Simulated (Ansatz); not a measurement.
# Structural relaxation of generalised stacking fault on (111) (shuffle set) of a GaAs-GaSb solid solution (48 atoms), part 2 of 2

How does generalised stacking fault on (111) (shuffle set) of a GaAs-GaSb solid solution (48 atoms) relax, and what do bonds, charges and levels look like afterwards?

Ansatz 0.2.0; Kohn-Sham DFT, PBE, PAW (set soft_2), plane waves.

The cell: 24 Ga, 10 Sb and 14 As. Atoms were free to move along the slip. The host structure and its lattice constant were typed by rule, without a check against the phase diagram. No spin–orbit coupling is included.

So far. Step 3 (Relaxation): The relaxation changed the energy by -79.7 meV/atom, and atoms moved by 0.41 Å r.m.s., 0.71 Å at most.

### 4. Structure statistics after relaxation

Bonds before and after, by the cutoffs listed below:

| pair | bonds before | bonds after | mean before (Å) | mean after (Å) | spread before (Å) | spread after (Å) |
| --- | --- | --- | --- | --- | --- | --- |
| Ga-As | 56 | 56 | 2.543 | 2.478 | 0.065 | 0.025 |
| Ga-Sb | 40 | 40 | 2.551 | 2.617 | 0.078 | 0.017 |

Density 5.46 g/cm³, 24.96 Å³ an atom.

g(r), total and by pair (bins of 0.2 Å):

| r (Å) | total | Ga-Ga | Ga-As | Ga-Sb | As-As | As-Sb | Sb-Sb |
| --- | --- | --- | --- | --- | --- | --- | --- |
| 2.40 | 3.00 | 0.00 | 10.25 | 0.00 | 0.00 | 0.00 | 0.00 |
| 2.60 | 3.19 | 0.00 | 2.67 | 11.55 | 0.00 | 0.00 | 0.00 |
| 2.80 | 0.00 | 0.00 | 0.00 | 0.00 | 0.00 | 0.00 | 0.00 |
| 3.00 | 0.00 | 0.00 | 0.00 | 0.00 | 0.00 | 0.00 | 0.00 |
| 3.20 | 0.00 | 0.00 | 0.00 | 0.00 | 0.00 | 0.00 | 0.00 |
| 3.40 | 0.00 | 0.00 | 0.00 | 0.00 | 0.00 | 0.00 | 0.00 |
| 3.60 | 0.00 | 0.00 | 0.00 | 0.00 | 0.00 | 0.00 | 0.00 |
| 3.80 | 0.22 | 0.88 | 0.00 | 0.00 | 0.00 | 0.00 | 0.00 |
| 4.00 | 2.36 | 4.57 | 0.00 | 0.00 | 5.38 | 5.87 | 1.17 |
| 4.20 | 3.79 | 6.61 | 0.00 | 0.00 | 8.43 | 7.82 | 10.84 |
| 4.40 | 0.59 | 1.83 | 0.00 | 0.00 | 0.26 | 0.36 | 1.50 |
| 4.60 | 0.88 | 0.08 | 1.46 | 2.04 | 0.00 | 0.00 | 0.00 |
| 4.80 | 2.49 | 0.00 | 5.28 | 4.55 | 0.00 | 0.00 | 0.00 |
| 5.00 | 1.58 | 0.00 | 3.20 | 3.12 | 0.00 | 0.00 | 0.00 |
| 5.20 | 0.16 | 0.00 | 0.21 | 0.45 | 0.00 | 0.00 | 0.00 |
| 5.40 | 0.03 | 0.11 | 0.00 | 0.00 | 0.00 | 0.00 | 0.00 |
| 5.60 | 0.32 | 0.58 | 0.00 | 0.00 | 0.31 | 0.97 | 0.61 |
| 5.80 | 0.77 | 1.52 | 0.00 | 0.00 | 1.87 | 1.42 | 1.39 |
| 6.00 | 0.61 | 0.97 | 0.23 | 0.05 | 0.95 | 1.52 | 0.53 |
| 6.20 | 0.85 | 0.31 | 1.28 | 1.81 | 0.00 | 0.09 | 0.25 |
| 6.40 | 1.60 | 0.00 | 3.69 | 2.53 | 0.00 | 0.00 | 0.00 |
| 6.60 | 0.47 | 0.00 | 0.66 | 1.33 | 0.00 | 0.00 | 0.00 |
| 6.80 | 0.20 | 0.57 | 0.03 | 0.13 | 0.10 | 0.07 | 0.00 |
| 7.00 | 1.45 | 2.87 | 0.00 | 0.00 | 2.77 | 2.98 | 3.11 |
| 7.20 | 2.35 | 3.96 | 0.19 | 0.30 | 5.06 | 4.94 | 4.80 |
| 7.40 | 1.52 | 1.67 | 1.47 | 1.71 | 1.17 | 1.44 | 1.23 |
| 7.60 | 1.12 | 0.23 | 2.27 | 1.92 | 0.09 | 0.00 | 0.00 |
| 7.80 | 0.73 | 0.11 | 1.35 | 1.44 | 0.00 | 0.06 | 0.00 |

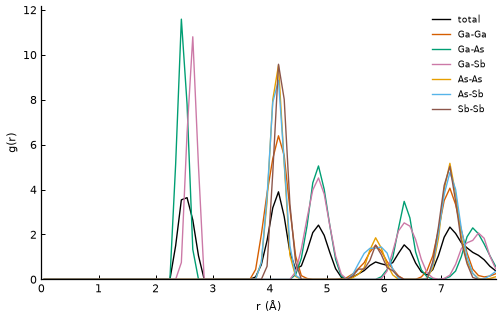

Pair distribution functions, lightly smoothed.

Bonds by pair of elements; cutoffs follow the first minimum of g(r), held within bounds set by covalent radii, and pairs that aren't listed don't count as bonded:

| pair A-B | cutoff (Å) | bonds | mean length (Å) | spread (Å) | shortest (Å) | B about A | A about B |
| --- | --- | --- | --- | --- | --- | --- | --- |
| Ga-As | 2.93 | 56 | 2.48 | 0.025 | 2.43 | 2.33 | 4 |
| Ga-Sb | 3.05 | 40 | 2.62 | 0.017 | 2.58 | 1.67 | 4 |

How many atoms have how many bonded neighbours:

| element | mean | 4 |
| --- | --- | --- |
| As | 4 | 14 |
| Ga | 4 | 24 |
| Sb | 4 | 10 |

Bond angles, per cent of each kind in bins of 5°:

| angle (°) | Ga-As-Ga | As-Ga-Sb | Ga-Sb-Ga | As-Ga-As | Sb-Ga-Sb |
| --- | --- | --- | --- | --- | --- |
| 100–105 | 11.9 | 17.1 | 5.0 | 2.0 | 20.0 |
| 105–110 | 40.5 | 47.1 | 55.0 | 26.5 | 60.0 |
| 110–115 | 41.7 | 32.9 | 36.7 | 57.1 | 20.0 |
| 115–120 | 5.9 | 2.9 | 3.3 | 14.3 | 0.0 |

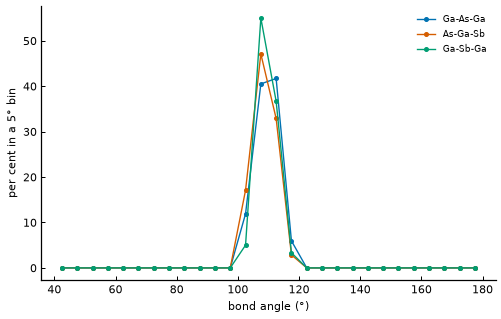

Distributions of the most common bond angles.

Bond angles (no mean is given where the spread exceeds 20°):

| angle | count | mean (°) | spread (°) |
| --- | --- | --- | --- |
| Ga-As-Ga | 84 | 109 | 3.6 |
| As-Ga-Sb | 70 | 108 | 3.5 |
| Ga-Sb-Ga | 60 | 109 | 2.8 |
| As-Ga-As | 49 | 112 | 3.1 |
| Sb-Ga-Sb | 25 | 107 | 3 |

Rings of the network by King's shortest-path rule, up to 12 atoms, one path for each pair of neighbours; H, halogens, alkali and alkaline-earth atoms are left out, and the last column divides by all other atoms, bonded or not:

| ring size (atoms) | rings | per network atom |
| --- | --- | --- |
| 6 | 94 | 1.96 |

With the cutoffs above, all As atoms have 4, all Ga atoms have 4 and all Sb atoms have 4 bonded neighbours. The Ga-As-Ga angle averages 109° with a spread of 4°. All rings counted have 6 atoms.

### 5. Single point at the relaxed geometry

One more single point at the end of the walk gives the fuller output and checks the residual forces.

input.yaml

```yaml
crystal:
  lattice:
    - [8.2665, 0.0, 0.0]
    - [0.0, 7.159, 0.0]
    - [2.75547, 0.0, 20.24871]
  atoms:
    - { symbol: Ga, position: [0.37461, 0.50808, 0.94533] }
    - { symbol: Sb, position: [0.79106, 0.49848, 0.06688] }
    - { symbol: Ga, position: [0.76327, 0.84112, 0.11039] }
    - { symbol: As, position: [0.71403, 0.83246, 0.23081] }
    [... 38 atom lines left out ...]
    - { symbol: Ga, position: [0.79546, 0.34904, 0.60721] }
    - { symbol: As, position: [0.72702, 0.33892, 0.72868] }
    - { symbol: Ga, position: [0.7106, 0.66121, 0.77299] }
    - { symbol: As, position: [0.63003, 0.66689, 0.89651] }
    - { symbol: Ga, position: [0.95557, 0.15605, 0.76403] }
    - { symbol: Sb, position: [0.87491, 0.16351, 0.89318] }
kpoints:
  mp_grid: { grid: [2, 2, 1] }
hamiltonian:
  xc: pbe
scf:
  occupations: { method: gaussian, width: 0.05 }
output:
  forces: true
  stress: true
  populations: true
  dos:
    method: { smearing: { sigma: 0.08 } }
    de: 0.1
    projected: { site_lists: { As: [As], Ga: [Ga], Sb: [Sb] } }
  eigenvalues: true
  write_density: true
  write_potential: true
  volumetric_format: npy
  elf: true
```

Command:

```
ansatz run input.yaml --threads 4 --pin off --max-ram 8192MiB --backend cpu --events-out ev --progress --plain --runs-dir out
```

Numbers of over 12 decimals in the logs are rounded to 6 here.

Log:

```text
[...]
Crystal: 48 atoms, lattice volume = 1198.316 Å³
Basis set: ecut = 420 eV, 23423 PW (Γ), exchange–correlation on 120×96×288 points (8 copies of the dense FFT grid, shifted against one another)
Bands: 404, of which v1, the nominal top of the filled ones, is band 336 counted from 1 (335 counted from 0)
Symmetry: 1 space group operations
[...]
k-points: 4
[...]
SCF iter   1: F=—  HF=-223633.277786 eV  |F-HF|=—  |Δ(HF+E_count)|=         —  Δρ=1.76e-3  dr2=5.96e-2  ethr=1.77e-3  ⟨swp⟩=6.0  Hψ=5868  notcnv=0  defer=30
[...]
SCF iter  10: F=-223633.234269 eV  HF=-223633.234269 eV  |F-HF|=2.40e-8  |Δ(HF+E_count)|=   3.92e-7  Δρ=1.50e-6  dr2=3.44e-8  ethr=1.49e-11  ⟨swp⟩=14.0  Hψ=12822  notcnv=0
SCF 1 converged in 10 iterations: F = -223633.234269 eV  dr2 = 3.44e-8
[...]
SCF converged after 10 iterations
Free energy (F): -223633.234269 eV
[...]
Internal energy: -223633.234192 eV  (E = F + TS)
E sigma→0 (E₀):  -223633.234231 eV
Entropy (-TS):   -0.000077 eV (-0.002 meV/atom)
Fermi energy:    8.180427 eV
[...]
--- Forces (eV/Å), atoms counted from 1 ---
  atom   1  Ga    -0.00596327     0.00128271     0.00961191
  atom   2  Sb    -0.01974316    -0.02172549    -0.01743982
  atom   3  Ga     0.00766579     0.00831690     0.00044864
  atom   4  As    -0.01215438    -0.00021927    -0.01169229
  atom   5  Ga     0.00565936    -0.00570171     0.02592018
  atom   6  As     0.01439499     0.00591424     0.00406197
  atom   7  Ga    -0.00213927    -0.00032475     0.00554747
  atom   8  As     0.00084572     0.00442403    -0.01200247
  atom   9  Ga    -0.00609654    -0.00368555     0.02027376
  atom  10  As     0.01757167    -0.00641212     0.00382913
  atom  11  Ga     0.01522783     0.00766541    -0.00185781
  atom  12  As    -0.00898857    -0.00588155    -0.00964620
  atom  13  Ga     0.00340258    -0.00187879     0.00566998
  atom  14  As    -0.00164118     0.00269257     0.00849060
[...]
atom  47  Ga     0.00515544    -0.00240181    -0.00220525
  atom  48  Sb     0.00911858    -0.00180616     0.01014106
  max |Σ_I F_I| component: 1.19e-5 eV/Å
--- Stress (GPa, compression-positive) ---
        3.482149      -0.510554       1.952909
       -0.510554       2.963657      -0.050666
        1.952909      -0.050666       2.941610
  P = ⅓ Tr σ = 3.1291 GPa (31.291 kbar)
--- Band table (eV) ---
[...]
--- Löwdin populations: 48 sites ---
  site symbol       q [e]
     0     Ga     13.1257
     1     Sb     14.6703
     2     Ga     13.1244
[...]
47     Sb     14.6599
  spilling = 0.001484 (of n_electrons = 672.000000)
```

Elapsed: 93 s, on 4 threads of Arm Neoverse V2, shared host; peak memory 5.2 GiB.

Read from the output:

* free energy: -223633.2343 eV
* free energy per atom: -4659.0257 eV/atom
* SCF cycles: 10
* pressure: 3.129 GPa
* r.m.s. force component: 0.0077 eV/Å
* longest force: 0.03415 eV/Å
* Fermi energy: 8.18 eV
* gap (highest filled to lowest empty level): 0.229 eV
* spilling of the projection: 0.001484

Löwdin charges by element (they lack the spilled electrons, 0.021 e an atom on average):

| element | coordination | atoms | mean charge (e) | spread | least | most |
| --- | --- | --- | --- | --- | --- | --- |
| As | all | 14 | -0.0037 | 0.0047 | -0.0129 | 0.0032 |
| Ga | all | 24 | -0.0959 | 0.093 | -0.322 | 0.0556 |
| Sb | all | 10 | 0.335 | 0.0061 | 0.326 | 0.345 |

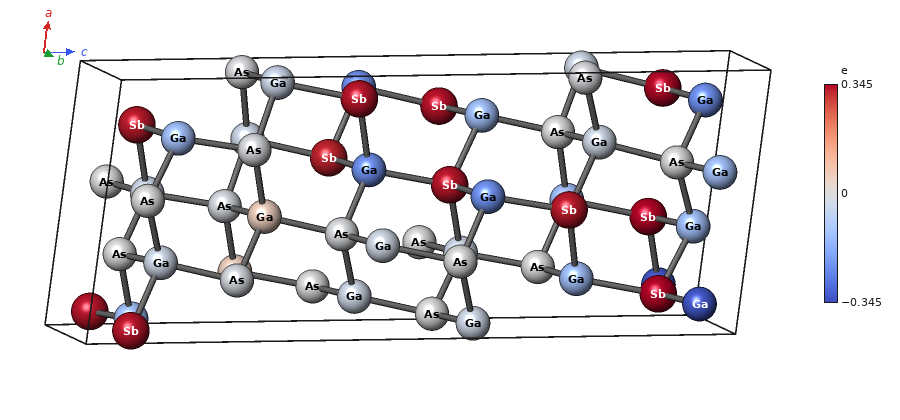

Atoms coloured by Löwdin charge. Some periodic images of atoms are drawn too.

Charge against the make-up of the first shell:

| Sb neighbours of Ga | atoms | mean charge (e) |
| --- | --- | --- |
| 0 | 2 | 0.054 |
| 1 | 10 | -0.032 |
| 2 | 7 | -0.125 |
| 3 | 4 | -0.224 |
| 4 | 1 | -0.322 |

Density of states as counts of states in windows of 1 eV (from the Fermi level), total and the larger projections:

| from (eV) | to (eV) | total | Ga p | As p | Sb p | Ga s | Sb s |
| --- | --- | --- | --- | --- | --- | --- | --- |
| -10 | -9 | 13.8 | 3.3 | 0.3 | 0.2 | 1.5 | 7.4 |
| -9 | -8 | 0.0 | 0.0 | 0.0 | 0.0 | 0.0 | 0.0 |
| -8 | -7 | 0.6 | 0.0 | 0.2 | 0.1 | 0.3 | 0.0 |
| -7 | -6 | 25.7 | 2.0 | 6.6 | 3.8 | 11.8 | 0.6 |
| -6 | -5 | 12.0 | 1.2 | 3.0 | 1.8 | 4.2 | 0.8 |
| -5 | -4 | 6.4 | 1.0 | 1.9 | 0.9 | 1.6 | 0.5 |
| -4 | -3 | 29.1 | 10.0 | 10.8 | 5.5 | 1.6 | 0.5 |
| -3 | -2 | 32.1 | 10.8 | 12.9 | 7.0 | 0.8 | 0.2 |
| -2 | -1 | 29.5 | 9.0 | 9.7 | 9.7 | 0.5 | 0.1 |
| -1 | 0 | 8.6 | 2.0 | 2.8 | 3.2 | 0.3 | 0.0 |
| 0 | 1 | 3.9 | 1.0 | 0.6 | 0.5 | 1.1 | 0.2 |
| 1 | 2 | 23.7 | 7.3 | 3.8 | 2.8 | 5.3 | 1.1 |
| 2 | 3 | 26.5 | 7.9 | 4.6 | 3.6 | 5.2 | 1.1 |
| 3 | 4 | 28.6 | 14.9 | 3.7 | 2.9 | 1.8 | 1.0 |
| 4 | 5 | 33.5 | 15.7 | 5.0 | 3.9 | 1.7 | 0.5 |

The curve was stored every 0.10 eV, coarse against its broadening of 0.08 eV, so these counts are rough.

Between -26 and -10 eV lie 274 more states.

The stored curve holds about 432 of the 672 electrons; the rest, give or take the few that broadening carries across the Fermi level, lie in deeper levels below its range.

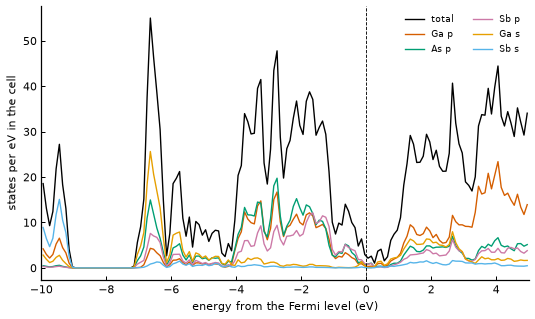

Total and projected density of states, with the broadening of the input.

The levels nearest the highest filled one (over half full), pooled over k-points and spins:

| level less the highest filled one (eV) | occupation |
| --- | --- |
| -0.296 | 2 |
| -0.270 | 2 |
| -0.268 | 2 |
| -0.153 | 2 |
| -0.0252 | 2 |
| 0 | 2.00 |
| 0.229 | 0.001 |
| 0.477 | 0 |
| 0.586 | 0 |
| 0.824 | 0 |
| 0.921 | 0 |
| 0.953 | 0 |

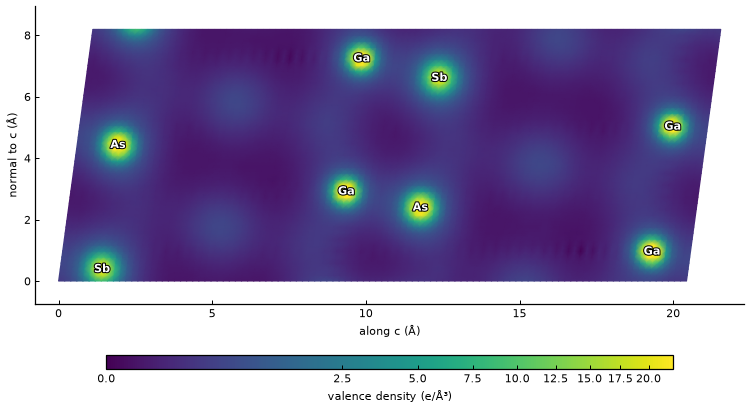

Valence density in the ca plane at fractional y = 0.002, with atoms of Ga and As and Sb within 0.2 Å of it. It is the smooth field of the valence electrons, not physical close to the nuclei. The colour scale is stretched toward low values.

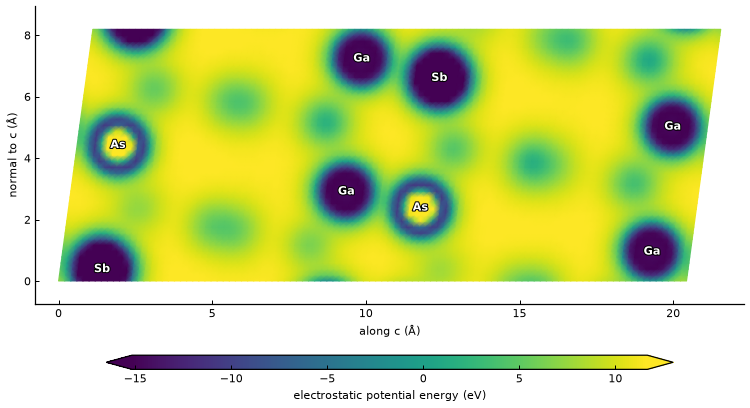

Electrostatic potential energy in the ca plane at fractional y = 0.002, with atoms of Ga and As and Sb within 0.2 Å of it. With pseudopotentials it is smooth inside the atoms' cores, unlike the true potential.

Mean Löwdin charges: As -0.00, Ga -0.10, Sb +0.34 e. Charges this small depend on the projection, at times even in sign. The charge on Ga changes by -0.094 e for each Sb neighbour that takes the place of another kind, on average.

Local excerpt of 17 atoms (numbers count through the whole input) about As14, picked at random; x, y, z are measured from there.

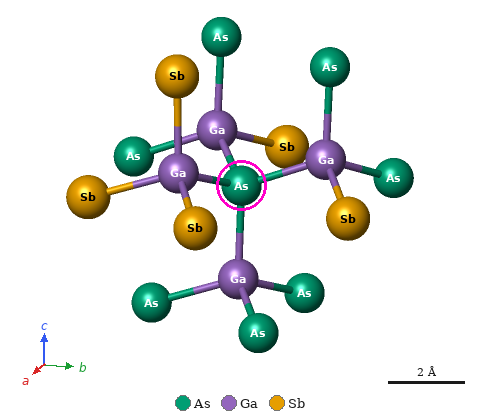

The atoms of the table, within 4.2 Å (arrows a, b, c point along x, y, z); some may hide others; the central atom is ringed.

| atom | x | y | z | distance (Å) | bonds | Löwdin charge (e) |
| --- | --- | --- | --- | --- | --- | --- |
| As14 | 0.00 | 0.00 | 0.00 | 0.00 | 4 | -0.01 |
| Ga17 | 2.01 | -1.12 | 0.79 | 2.44 | 4 | -0.22 |
| Ga33 | -0.06 | 2.30 | 0.89 | 2.47 | 4 | -0.03 |
| Ga29 | -1.95 | -1.27 | 0.89 | 2.49 | 4 | -0.03 |
| Ga13 | 0.25 | -0.02 | -2.49 | 2.50 | 4 | 0.06 |
| As8 | -1.75 | 1.20 | -3.31 | 3.93 | 4 | -0.01 |
| Sb26 | -4.03 | 0.02 | -0.02 | 4.03 | 4 | 0.33 |
| Sb18 | 1.85 | -1.21 | 3.39 | 4.05 | 4 | 0.33 |
| As28 | -1.94 | -3.56 | -0.02 | 4.05 | 4 | 0.00 |
| As28 | -1.94 | 3.60 | -0.02 | 4.09 | 4 | 0.00 |
| As12 | 0.27 | -2.39 | -3.32 | 4.10 | 4 | -0.01 |
| As34 | -0.25 | 2.36 | 3.37 | 4.12 | 4 | 0.00 |
| Sb16 | 2.08 | 3.57 | -0.05 | 4.14 | 4 | 0.33 |
| Sb16 | 2.08 | -3.59 | -0.05 | 4.15 | 4 | 0.33 |
| As30 | -2.18 | -1.22 | 3.38 | 4.21 | 4 | -0.01 |
| As4 | 2.33 | 1.18 | -3.31 | 4.22 | 4 | -0.01 |
| Sb26 | 4.23 | 0.02 | -0.02 | 4.23 | 4 | 0.33 |

The column of bonds counts only the pairs Ga-As within 2.93 Å, Ga-Sb within 3.05 Å; other neighbours, such as metal atoms beside each other in a compound, aren't counted, and periodic images can show an atom twice.

### 6. Outcome

```json
{
 "energy change in the relaxation": "-79.68 meV/atom",
 "r.m.s. displacement": "0.406 Å",
 "largest displacement": "0.709 Å",
 "free energy per atom": "-4659.0257 eV/atom",
 "density": "5.46 g/cm³",
 "pressure": "3.129 GPa",
 "r.m.s. force component": "0.0077 eV/Å",
 "gap (highest filled to lowest empty level)": "0.229 eV",
 "wall time of the 3 DFT runs": "5.9 min"
}
```

What this shows: Relaxation lowers the energy by 79.7 meV/atom and moves atoms by 0.41 Å r.m.s.; the r.m.s. force component goes from 0.57 to 0.0077 eV/Å. By the final cutoffs no bond was broken or made. Layers on the two sides of the fault moved in opposite directions along the plane, so much of the imposed slip has spread into a shear of the crystal. From the first step to the last the energy fell by 3.825 eV, and the largest move was 0.71 Å (Ga5). The Ga-Sb bonds go from 2.551 Å (spread 0.078) to 2.617 Å (spread 0.017). With the cutoffs above, all As atoms have 4, all Ga atoms have 4 and all Sb atoms have 4 bonded neighbours. The highest filled and lowest empty levels differ by 0.229 eV on the run's k-points; the mesh holds the band edges only if they fold onto it, so the gap at this level can be narrower or closed.

What to keep in mind: Atoms were free to move along the slip, so the relaxation can undo part or all of it. The pressure of 3.1 GPa shows the cell to be compressed for this functional.

[Logs are printed without paths, hosts, clocks, repeated set-up lines and the standing remarks that a program may print on its own settings, such as how far it seeks lower states.]

[Hosts, paths, dates, database ids (printed as entryN), source tags and the programs' standing remarks are cut or masked in the printed files.]
